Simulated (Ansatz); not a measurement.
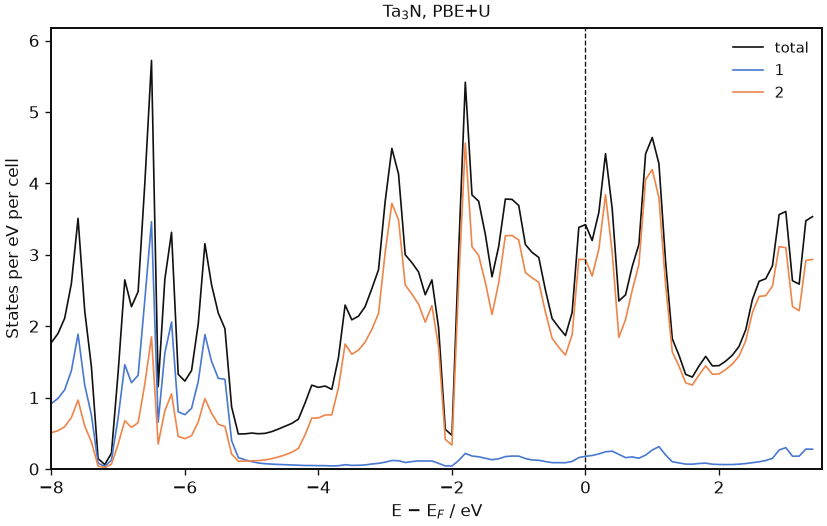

Density of states. Energies are counted from the Fermi level. The partial curves are projected on Löwdin-orthogonalised atomic shells.

System: Ta3N, space group P-3m1 (No. 164), 4 atoms in the cell; a = 3.032 Å, c = 7.524 Å (hexagonal axes).

Level of theory: PBE, Ta d U = 1 eV, Ansatz PAW, no spin polarisation, no spin-orbit coupling, 10×10×4 k mesh in the self-consistent step, 420 eV cutoff, Fermi-Dirac smearing of 0.05 eV; code Ansatz.

Assign each number in the legend. The candidates: N p, Ta d.

1 is N p; 2 is Ta d.

What is the density of states at the Fermi level?

It is a metal. The density of states is about 3.3 per eV and cell at the Fermi level (mean within 0.1 eV) and changes fast nearby: within 0.3 eV it runs from 1.9 to 4.4 per eV and cell.

The density of states comes from the program's own step for it, whose mesh and broadening can differ from those of the self-consistent step. U without spin polarisation on a metal has little footing. Spin-orbit coupling is left out, which matters for Ta. The cell comes from a database of computed structures, and whether it is the stable form of this composition wasn't checked.
